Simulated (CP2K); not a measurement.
System: HgTe.

The calculation's input:

```
&GLOBAL
  PROJECT hgte_scf
  RUN_TYPE ENERGY_FORCE
  PRINT_LEVEL LOW
&END GLOBAL
&FORCE_EVAL
  METHOD QS
  STRESS_TENSOR ANALYTICAL
  &DFT
    BASIS_SET_FILE_NAME BASIS_MOLOPT_UZH
    POTENTIAL_FILE_NAME POTENTIAL_UZH
    &MGRID
      CUTOFF 450
      REL_CUTOFF 60
      NGRIDS 4
    &END MGRID
    &QS
      METHOD GPW
      EPS_DEFAULT 1.0E-10
    &END QS
    &KPOINTS
      SCHEME MONKHORST-PACK 7 7 7
      GAMMA_CENTERED T
      SYMMETRY T
      SYMMETRY_BACKEND SPGLIB
    &END KPOINTS
    &SCF
      SCF_GUESS ATOMIC
      EPS_SCF 1.0E-6
      MAX_SCF 100
      ADDED_MOS 10
      CHOLESKY OFF
      EPS_EIGVAL 1.0E-7
      &DIAGONALIZATION ON
        ALGORITHM STANDARD
      &END DIAGONALIZATION
      &MIXING ON
        METHOD BROYDEN_MIXING
        ALPHA 0.4
        BETA 1.5
        NBUFFER 8
      &END MIXING
      &SMEAR ON
        METHOD FERMI_DIRAC
        ELECTRONIC_TEMPERATURE [K] 580.226
      &END SMEAR
    &END SCF
    &XC
      &XC_FUNCTIONAL
        &GGA_X_PBE_SOL
        &END GGA_X_PBE_SOL
        &GGA_C_PBE_SOL
        &END GGA_C_PBE_SOL
      &END XC_FUNCTIONAL
    &END XC
    &PRINT
      &KPOINTS ON
      &END KPOINTS
      &MULLIKEN ON
      &END MULLIKEN
      &MO ON
        ENERGIES T
        OCCUPATION_NUMBERS T
        &EACH
          QS_SCF 0
        &END EACH
        ADD_LAST NUMERIC
      &END MO
      &LOWDIN ON
      &END LOWDIN
      &HIRSHFELD ON
        SHAPE_FUNCTION DENSITY
      &END HIRSHFELD
      &E_DENSITY_CUBE ON
        STRIDE 1
      &END E_DENSITY_CUBE
      &V_HARTREE_CUBE ON
        STRIDE 1
      &END V_HARTREE_CUBE
      &ELF_CUBE ON
        STRIDE 1
      &END ELF_CUBE
    &END PRINT
  &END DFT
  &SUBSYS
    &CELL
      ABC 4.5459894962 4.5459894962 4.5459894962
      ALPHA_BETA_GAMMA 60.0000000000 60.0000000002 60.0000000003
      PERIODIC XYZ
    &END CELL
    &COORD
      SCALED
      Hg  0.0000000000 0.0000000000 0.0000000000
      Te  0.7500000000 0.7500000000 0.7500000000
    &END COORD
    &KIND Hg
      BASIS_SET TZVP-MOLOPT-PBE-GTH-q12
      POTENTIAL GTH-PBE-q12
    &END KIND
    &KIND Te
      BASIS_SET TZVP-MOLOPT-PBE-GTH-q6
      POTENTIAL GTH-PBE-q6
    &END KIND
    &PRINT
      &ATOMIC_COORDINATES ON
      &END ATOMIC_COORDINATES
      &CELL ON
      &END CELL
    &END PRINT
  &END SUBSYS
  &PRINT
    &FORCES ON
    &END FORCES
    &STRESS_TENSOR ON
    &END STRESS_TENSOR
  &END PRINT
&END FORCE_EVAL
```

Launched as:

```sh
OMP_NUM_THREADS=1 cp2k.psmp -i hgte_scf.inp -o hgte_scf.out
```

Below, planes, directions and counts refer to the conventional cell (a = 6.43 Å, b = 6.43 Å, c = 6.43 Å, α = 90.00°, β = 90.00°, γ = 90.00°).

Space group F-43m; computed pressure about 3 GPa in this cell.

Theory: CP2K, Kohn-Sham DFT of a periodic cell, PBEsol, GTH-PBE with UZH-TZVP basis.

### What will maps of the valence pseudo-density and electron localisation function show?

Hg–Te (2.78 Å): ρ at the midpoint is about 0.37 e/Å³; the ELF is about 0.45 at the midpoint and 0.25 at its lowest between the atoms.

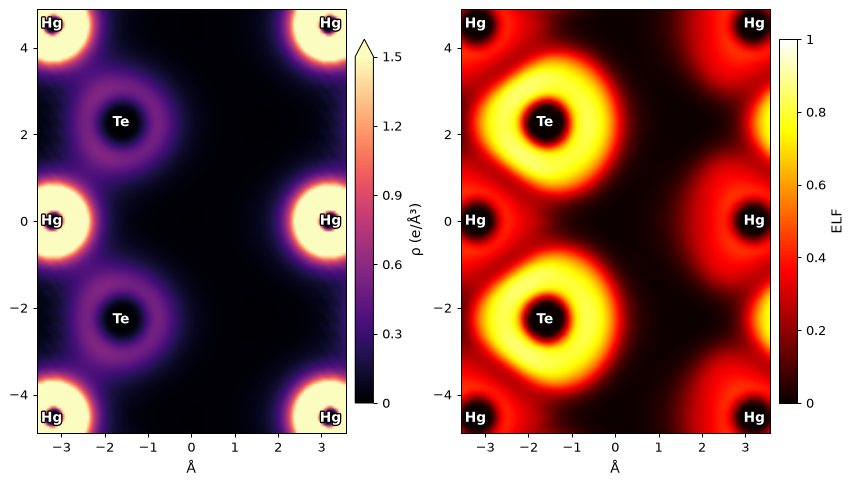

Computed valence pseudo-density and electron localisation function on the (11̄0) plane of the conventional cell, in this order. 

In a pseudopotential calculation such maps are meaningful between the atoms, not at the nuclei.
